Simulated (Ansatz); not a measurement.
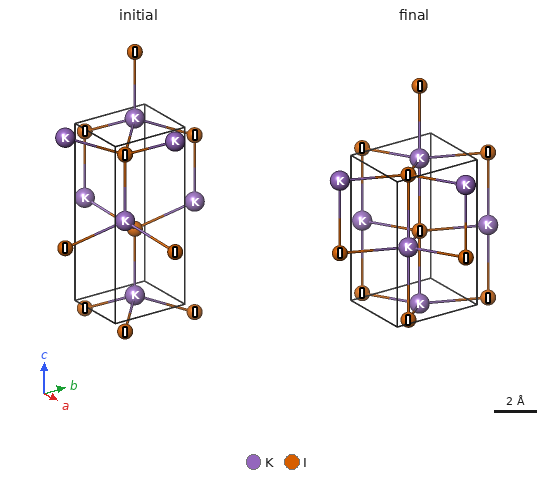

The structure of a crystal of KI (built on the wurtzite type) before (left) and after (right) a relaxation, at one scale.

The picture is a ball-and-stick view of the cell of the calculation, seen slightly off an axis.

Computed with DFT, PBE, plane waves, PAW (Ansatz).

The input:
```yaml
crystal:
  lattice:
    - [5.3144129459, 0.0, 0.0]
    - [-2.657206473, 4.6024166174, 0.0]
    - [0.0, 0.0, 8.6784363407]
  atoms:
    - { symbol: K, position: [0.3333333333, 0.6666666667, 0.0] }
    - { symbol: K, position: [0.6666666667, 0.3333333333, 0.5] }
    - { symbol: I, position: [0.3333333333, 0.6666666667, 0.375] }
    - { symbol: I, position: [0.6666666667, 0.3333333333, 0.875] }
kpoints:
  mp_grid: { grid: [6, 6, 4] }
hamiltonian:
  xc: pbe
scf:
  occupations: { method: fermi_dirac, width: 0.02 }
relax:
  f_tol: 0.005
  cell: {}
```

Command:
```bash
ansatz run input.yaml --threads 2 --pin off --max-ram 2211MiB --backend cpu --events-out ev --progress --plain --runs-dir out
```

> Describe what moved and what it gained.

The largest moves relative to the cell, 0.44 Å, are those of K1, K2, I3 and I4. I3 goes along +c. Largest moves by element: I 0.44 Å, K 0.44 Å. The volume changes by +7.7 %, with a = b 5.314 → 6.091 Å (+14.6 %), c 8.678 → 7.118 Å (−18.0 %). Near-neighbour distances that change, for instance: K1–I3 5.424 → 3.559 Å, K1–I3 (another image) 3.254 → 3.559 Å, K1–I4 3.254 → 3.517 Å. New bonds form, among them: K1–I3 (5.42 → 3.56 Å), K2–I4 (5.42 → 3.56 Å). Among the angles between lasting bonds that change: K1–I3–K2 109.5° → 90.0°, I3–K1–I4 109.5° → 90.0°, K2–I3–K2 109.5° → 120.0°. The space group (tolerance 0.01 Å) goes from P6_3mc (No. 186) to P6_3/mmc (No. 194). Over 13 accepted moves (16 points after the start) the energy falls by 0.402 eV per cell of the calculation. The largest force component goes from 0.017 to under 0.0001 eV/Å. The pressure goes from 2.00 to 0.00 GPa. The line search rejected the trial step at point 10 of the run. The SCF was repeated twice at an unchanged geometry on a basis and grid sized afresh for the cell, which shifted the energy by 9.7 meV per cell of the calculation at most.
